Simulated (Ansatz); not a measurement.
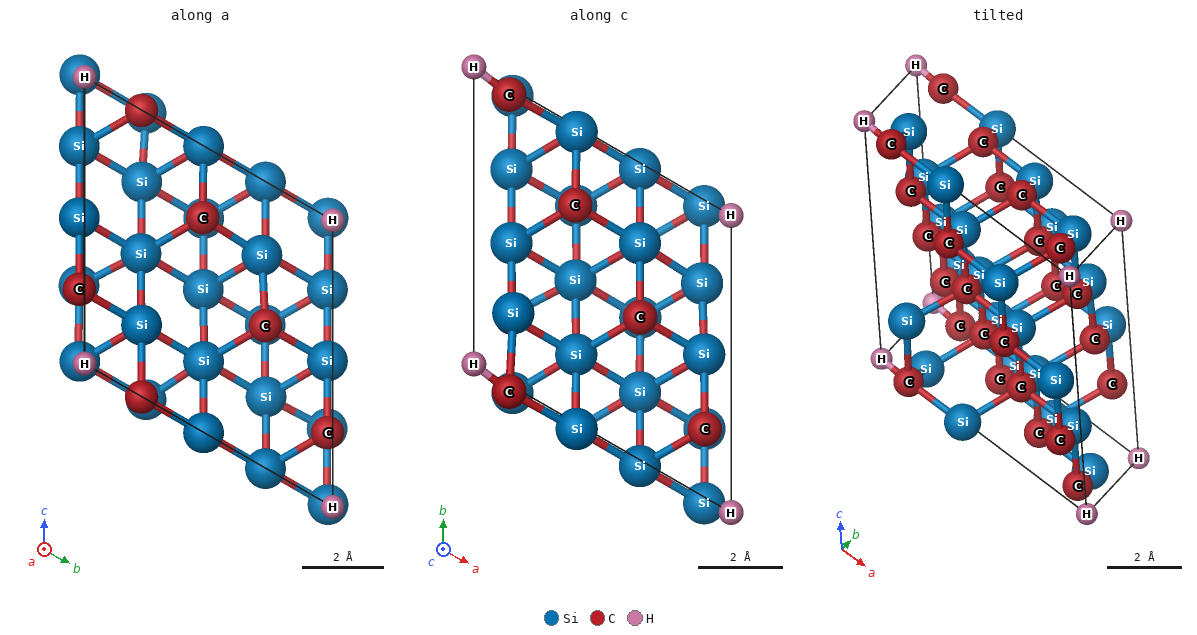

This ball-and-stick model is shown along the a axis, along the c axis and slightly off an axis. The simulation cell is outlined; an atom on or near a face, edge or corner is repeated at each equivalent position. Cell: a = 7.586 Å, b = 7.586 Å, c = 7.586 Å, α = 109.47°, β = 109.47°, γ = 109.47°.

Notes on the structure:

- Formula: Si$_{16}$HC$_{16}$.
- Apart from translations it has no symmetry (space group P1).
- Counting shared atoms by their share gives 16 Si, 1 H, 16 C, or 33 atoms.
- The Si atoms are each bonded to four C in a distorted tetrahedral arrangement at about 1.9 to 2.0 Å. H is linked to one C at about 1.1 Å.
- The bonds build a three-dimensional framework.

It goes back to a structure listed in the Materials Project, repeated into a supercell with a point defect put in. The cell was then strained or its atoms displaced on purpose. The atoms were relaxed in a fixed cell with Ansatz, DFT PBE, scalar-relativistic, plane waves, PAW.
